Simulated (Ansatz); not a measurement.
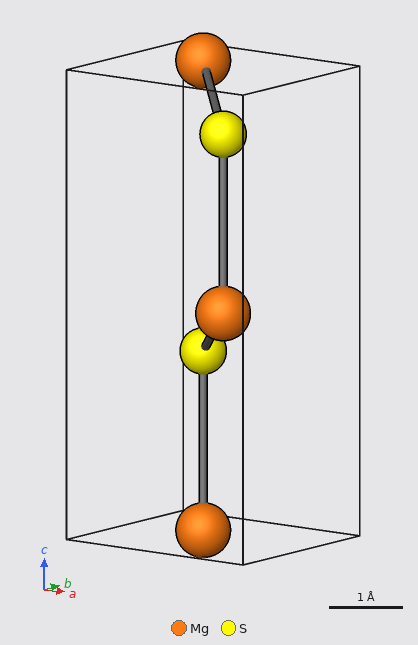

Shown here is a ball-and-stick view of the crystal, taken slightly off an axis. The lines enclose the conventional unit cell; boundary atoms appear with their images. Cell: a = 4.06 Å, b = 4.06 Å, c = 6.49 Å, α = 90.00°, β = 90.00°, γ = 120.00°.

The structure was taken from a structure listed in the Materials Project. Earlier steps of the study may have refined or changed the cell and positions. It was the input of a calculation with Ansatz.

Question: What structure is drawn here?

Answer: The structure is one of MgS. Space group: P6_3mc (No. 186). Lattice: primitive hexagonal. In terms of structure types, this is wurtzite. The cell has 4 atoms, namely 2 Mg, 2 S. Mg is linked to four S in a tetrahedral arrangement at about 2.5 Å. Around each S lie four Mg in a tetrahedral arrangement at about 2.5 Å. The bonds build a three-dimensional framework.

The numbers come from DFT r2SCAN, scalar-relativistic, plane waves, PAW (Ansatz), using cutoff 500 eV, a 6×6×4 sampling of the Brillouin zone, Gaussian smearing of 0.02 eV, no spin polarisation.

Question: What is the electronic character?

Answer: An insulator at this level, with a gap of 4.04 eV, direct.

Question: What charge does Bader's analysis assign to each element?

Answer: Mg +1.68 e; S -1.68 e.

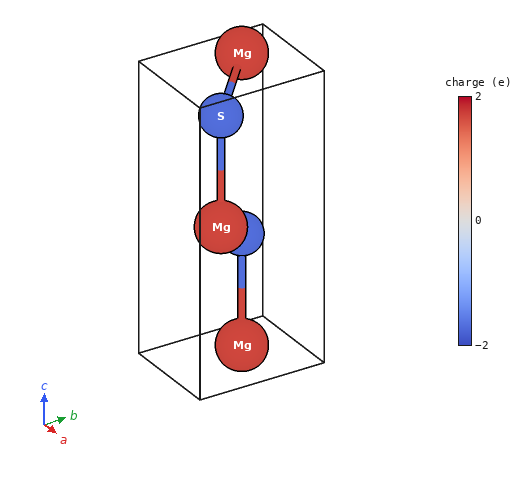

The atoms coloured by those charges. The run's cell of 4 atoms is drawn.

Question: Does the calculation find this structure at rest?

Answer: No. The largest force is 0.01 eV/Å. The pressure is -1.1 GPa, so the cell would contract.
